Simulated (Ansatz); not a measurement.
## V_Si-N_C in SiC (F-43m): charge-transition levels and formation energies

Charge states of V_Si-N_C in SiC (F-43m), set against the band edges. Model: a cell of 54 host atoms with 1 site emptied and N put on another atom's site.

Calculated with Ansatz 0.2.0; place-levels on r2SCAN runs: charge-transition levels and formation energies with image-charge correction and potential alignment at the atomic sites; PAW set soft_1.

**What experiment says.**

“Insight into the structural, elastic and electronic properties of a new orthorhombic 6O-SiC polytype” (2020, pmc:7200658) quotes from earlier work for SiC, cubic 3C zincblende (literature value): band gap (indirect gap) 2.4 eV [literature value; measurement temperature and method not stated].

## 1. The starting structure

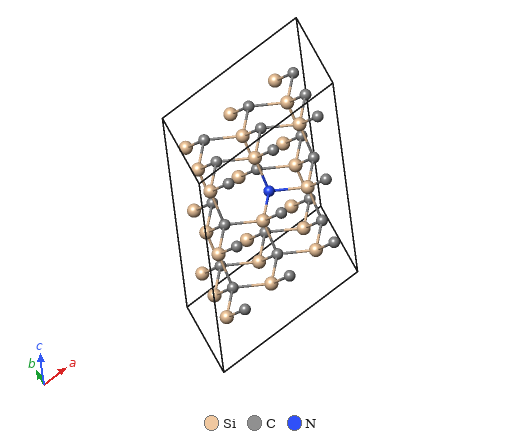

The cell as given, slightly off an axis (silicon light orange, carbon grey, nitrogen blue).

The cell holds 53 atoms: 26 Si, 26 C and 1 N. Cell: a = 9.242 Å, b = 9.242 Å, c = 9.242 Å, α = 60.0°, β = 60.0°, γ = 60.0°. It derives from SiC (space group F-43m). Nearest the centre at fractional (0.375, 0.542, 0.708): N30 at 0.94 Å, Si29 at 2.37 Å, Si25 at 2.37 Å, Si46 at 2.37 Å, C34 at 2.37 Å, C18 at 2.37 Å, C35 at 2.37 Å, C28 at 3.22 Å.

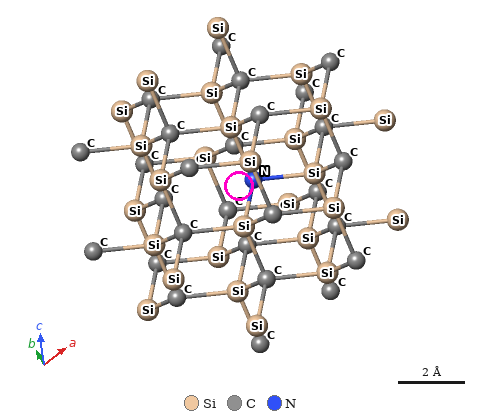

The atoms within 5 Å of the centre. A ring marks the centre wherever it is empty.

Structure file:

```xyz
53
Lattice="0.0000 6.5349 6.5349 6.5349 0.0000 6.5349 6.5349 6.5349 0.0000" Properties=species:S:1:pos:R:3 pbc="T T T"
Si    0.0000    0.0000    0.0000
C     1.0891    1.0891    1.0891
Si    2.1783    2.1783    0.0000
C     3.2674    3.2674    1.0891
Si    4.3566    4.3566    0.0000
C     5.4457    5.4457    1.0891
Si    2.1783    0.0000    2.1783
C     3.2674    1.0891    3.2674
Si    4.3566    2.1783    2.1783
C     5.4457    3.2674    3.2674
Si    6.5349    4.3566    2.1783
C     7.6240    5.4457    3.2674
Si    4.3566    0.0000    4.3566
C     5.4457    1.0891    5.4457
Si    6.5349    2.1783    4.3566
C     7.6240    3.2674    5.4457
Si    8.7132    4.3566    4.3566
C     9.8023    5.4457    5.4457
Si    0.0000    2.1783    2.1783
C     1.0891    3.2674    3.2674
Si    2.1783    4.3566    2.1783
C     3.2674    5.4457    3.2674
Si    4.3566    6.5349    2.1783
C     5.4457    7.6240    3.2674
Si    2.1783    2.1783    4.3566
C     3.2674    3.2674    5.4457
Si    4.3566    4.3566    4.3566
C     5.4457    5.4457    5.4457
Si    6.5349    6.5349    4.3566
N     7.6240    7.6240    5.4457
Si    4.3566    2.1783    6.5349
C     5.4457    3.2674    7.6240
Si    6.5349    4.3566    6.5349
C     7.6240    5.4457    7.6240
C     9.8023    7.6240    7.6240
Si    0.0000    4.3566    4.3566
C     1.0891    5.4457    5.4457
Si    2.1783    6.5349    4.3566
C     3.2674    7.6240    5.4457
Si    4.3566    8.7132    4.3566
C     5.4457    9.8023    5.4457
Si    2.1783    4.3566    6.5349
C     3.2674    5.4457    7.6240
Si    4.3566    6.5349    6.5349
C     5.4457    7.6240    7.6240
Si    6.5349    8.7132    6.5349
C     7.6240    9.8023    7.6240
Si    4.3566    4.3566    8.7132
C     5.4457    5.4457    9.8023
Si    6.5349    6.5349    8.7132
C     7.6240    7.6240    9.8023
Si    8.7132    8.7132    8.7132
C     9.8023    9.8023    9.8023
```

Screening for the image-charge correction: ε∞ = 7.06, ε0 = 10.43, computed on the host (DFPT, PBEsol, on the r2SCAN cell), and a cell off the functional's own equilibrium shifts the ionic part.

The cell's shortest repeat is 9.2 Å.

## 2. The runs of each charge state

Levels follow from differences of total energies between charge states, each relaxed by itself.

Each atom starts 0.05 Å or so off its site in a random direction: a symmetric start keeps its symmetry, and would miss off-centre moves and Jahn–Teller distortions. Forces are taken on a 2×2×2 shifted mesh. The cell holds 3 electrons more than the neutral one, with a uniform background that keeps it neutral on the whole.

The sampling was tested on the host first: at the k-points planned (1x1x1 shifted 0.25 0.25 0.25) its energy lies 0.119 eV an atom from the dense-mesh value, so the final energies take a denser sampling.

One of the inputs; charge, spin and start change from state to state.

The input, qm3.relax/input.yaml:

```yaml
crystal:
  lattice:
    - [0.0, 2.17829624, 2.17829624]
    - [2.17829624, 0.0, 2.17829624]
    - [2.17829624, 2.17829624, 0.0]
  atoms:
    - { symbol: Si, position: [0.0, 0.0, 0.0] }
    - { symbol: C, position: [0.25, 0.25, 0.25] }
  supercell: [3, 3, 3]
  defects: [{ vacancy: 34 }, { substitution: { at: 29, symbol: "N" } }]
total_charge: -3
basis:
  ecutwfc: 500
  xc_grid: 2
hamiltonian:
  xc: r2scan
  pseudopotentials: { kind: paw, azcp: { folder: soft_1 } }
kpoints:
  mp_grid: { grid: [2, 2, 2], shift: [0.5, 0.5, 0.5] }
scf:
  occupations: { method: fixed }
  max_iter: 60
output:
  forces: true
  charged_corrections:
    epsilon: 7.06
    static_epsilon: 10.43
    defect_position: [0.375, 0.541667, 0.708333]
relax:
  f_tol: 0.02
  max_steps: 80
  random_displacement: { amplitude: 0.05, seed: 2013 }
checkpoint:
  write: "../qm3.relax.run"
  compress: false
  write_wavefunctions: true
  write_every: 100000
```

Command:

```
$ ansatz run input.yaml --threads 4 --pin off --max-ram 7536MiB --backend cpu --events-out ev --progress --plain --runs-dir out
```

The run of this state that the levels use, under r2SCAN:

The input, qm3.point/input.yaml:

```yaml
crystal:
  checkpoint: "../qm3.relax.run"
  host: checkpoint
total_charge: -3
basis:
  ecutwfc: 500
  xc_grid: 2
hamiltonian:
  xc: r2scan
  pseudopotentials: { kind: paw, azcp: { folder: soft_1 } }
kpoints:
  mp_grid: { grid: [2, 2, 2], shift: [0.5, 0.5, 0.5] }
scf:
  occupations: { method: fixed }
  max_iter: 60
output:
  forces: true
  eigenvalues: true
  charged_corrections:
    epsilon: 7.06
    static_epsilon: 10.43
    defect_position: [0.375, 0.541667, 0.708333]
  eigenstates: { localisation: true }
  populations: true
checkpoint:
  read: "../qm3.relax.run"
  write: "../qm3.point.run"
  compress: false
  write_wavefunctions: false
  write_every: 100000
```

Relaxations under r2SCAN at a 2×2×2 shifted mesh; times on 4 threads of Arm Neoverse V2, shared host:

```csv
charge,moment (μB),occupations,outcome,steps,largest displacement against the far atoms (Å),time
−3,0,fixed,converged,6,0.22,1.9 min
−3,2,fixed,converged,6,0.22,5.5 min
−2,1,fixed,converged,8,0.22,6.8 min
−1,0,fixed,converged,6,0.21,2.1 min
−1,2,fixed,converged,6,0.22,4.6 min
0,1,fixed,converged,5,0.20,4 min
+1,0,fixed,converged,5,0.24,1.8 min
+1,2,fixed,converged,7,0.24,5.7 min
```

Single points under r2SCAN at a 2×2×2 shifted mesh; times on 4 threads of Arm Neoverse V2, shared host:

```csv
charge,moment (μB),occupations,outcome,time
−3,0,fixed,converged,16 s
−3,2,fixed,converged,39 s
−2,1,fixed,converged,39 s
−1,0,fixed,converged,18 s
−1,2,fixed,converged,54 s
0,1,fixed,converged,43 s
+1,0,fixed,converged,17 s
+1,2,fixed,converged,39 s
```

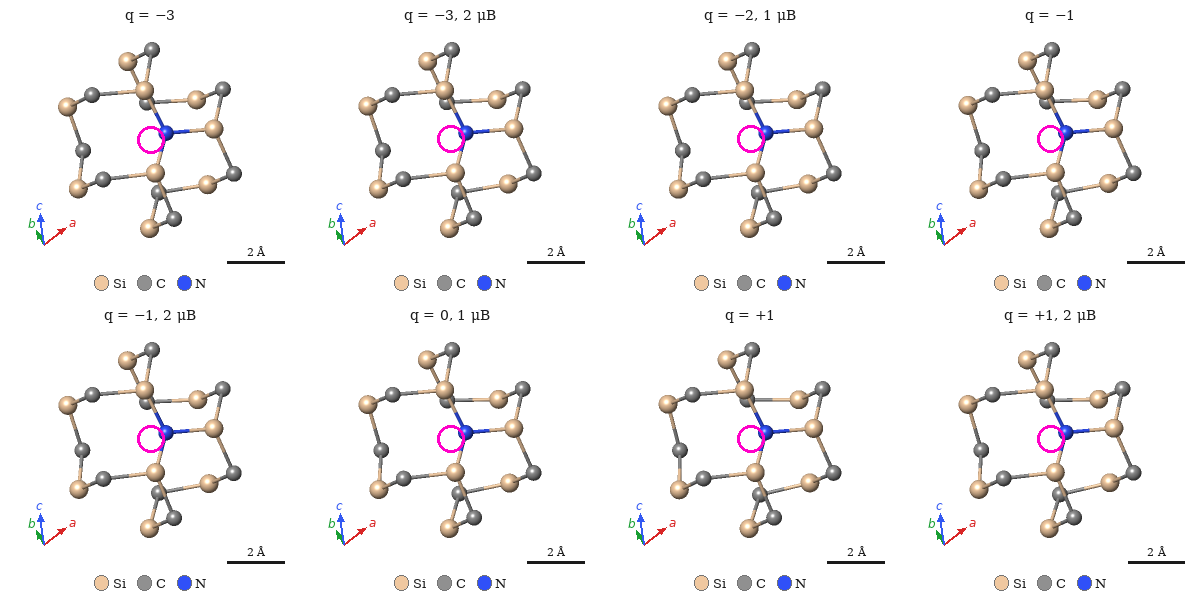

The structures near the centre after relaxation with r2SCAN, by charge. A ring marks the centre wherever it is empty.

Distances (Å) from the ideal centre to the nearest atoms after relaxation with r2SCAN:

```csv
charge,moment (μB),1.,2.,3.,4.,5.,6.
−3,0,N 1.17,Si 2.33,Si 2.33,Si 2.33,C 2.48,C 2.48
−3,2,N 1.16,Si 2.33,Si 2.33,Si 2.34,C 2.49,C 2.50
−2,1,N 1.16,Si 2.33,Si 2.33,Si 2.33,C 2.49,C 2.50
−1,0,N 1.16,Si 2.33,Si 2.34,Si 2.34,C 2.51,C 2.52
−1,2,N 1.16,Si 2.34,Si 2.34,Si 2.34,C 2.50,C 2.51
0,1,N 1.14,Si 2.33,Si 2.34,Si 2.34,C 2.56,C 2.56
+1,0,N 1.15,Si 2.34,Si 2.34,Si 2.35,C 2.59,C 2.60
+1,2,N 1.16,Si 2.35,Si 2.35,Si 2.35,C 2.55,C 2.56
```

(Part 1 of 2 ends here.)

[Logs are printed without paths, hosts, clocks, repeated set-up lines and the standing remarks that a program may print on its own settings, such as how far it seeks lower states.]

[Hosts, paths, dates, database ids (printed as entryN), source tags and the programs' standing remarks are cut or masked in the printed files.]

[Where a table of states has a column of steps, it counts the stored structures, which are thinned; the runs took as many ionic steps or more.]

[A defect's name tells the site on which it was built; relaxed atoms can leave that site.]

[For some hosts the program warned that the k-mesh of the response run may be too coarse for force constants and the static dielectric constant; such warnings are not shown here.]
